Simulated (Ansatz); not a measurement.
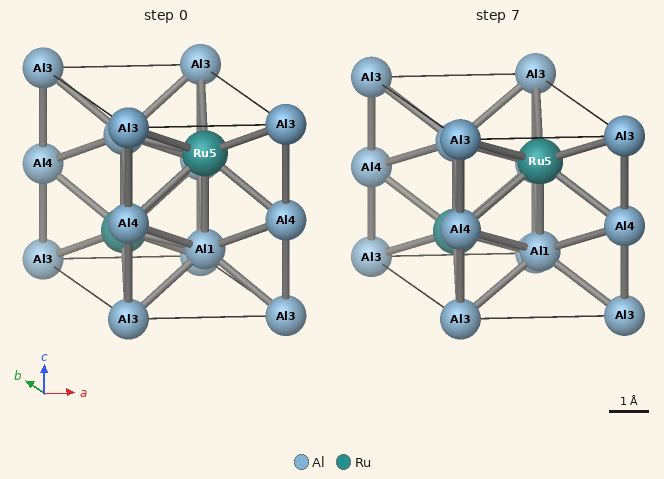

The structure of crystalline Al2Ru (built on the Cs2Pt-194 type type) before (left) and after (right) a relaxation, at one scale.

The picture is a ball-and-stick view of the cell of the calculation, seen from a free direction.

Theory: Ansatz 0.2.0, DFT, PBEsol, plane waves, PAW.

Input
```yaml
crystal:
  lattice:
    - [4.12122666, 0.0, 0.0]
    - [-2.06061333, 3.56908698, 0.0]
    - [0.0, 0.0, 5.60456485]
  atoms:
    - { symbol: Al, position: [0.66666667, 0.33333333, 0.25] }
    - { symbol: Al, position: [0.33333333, 0.66666667, 0.75] }
    - { symbol: Al, position: [0.0, 0.0, 0.0] }
    - { symbol: Al, position: [0.0, 0.0, 0.5] }
    - { symbol: Ru, position: [0.66666667, 0.33333333, 0.75] }
    - { symbol: Ru, position: [0.33333333, 0.66666667, 0.25] }
kpoints:
  mp_grid: { grid: [6, 6, 4] }
hamiltonian:
  xc: pbesol
scf:
  occupations: { method: fermi_dirac, width: 0.03 }
relax:
  f_tol: 0.01
  cell: {}
  max_steps: 120
```

Command:
```bash
ansatz run input.yaml --threads 2 --pin off --max-ram 20275MiB --backend cpu --events-out ev --progress --plain --runs-dir out
```

Question: What changed between the two?

Answer: The energy falls by 0.392 eV per cell of the calculation in 5 accepted moves (7 points after the start). All forces vanish by symmetry, so only the cell relaxes. The pressure goes from 7.16 to 0.00 GPa. The SCF was repeated twice at an unchanged geometry on a basis and grid sized afresh for the cell, which shifted the energy by 2.2 meV per cell of the calculation at most. No atom moves by more than 0.005 Å relative to the cell. The drawn cell changes as follows: a = b 4.121 → 4.295 Å (+4.2 %), c 5.605 → 5.259 Å (−6.2 %); the volume changes by +1.9 %. Among the contacts that change: Al1–Ru5 2.802 → 2.629 Å, Al3–Al4 2.802 → 2.629 Å, Al1–Ru6 2.379 → 2.480 Å, Al1–Al3 2.761 → 2.807 Å. The space group stays P6_3/mmc (No. 194).
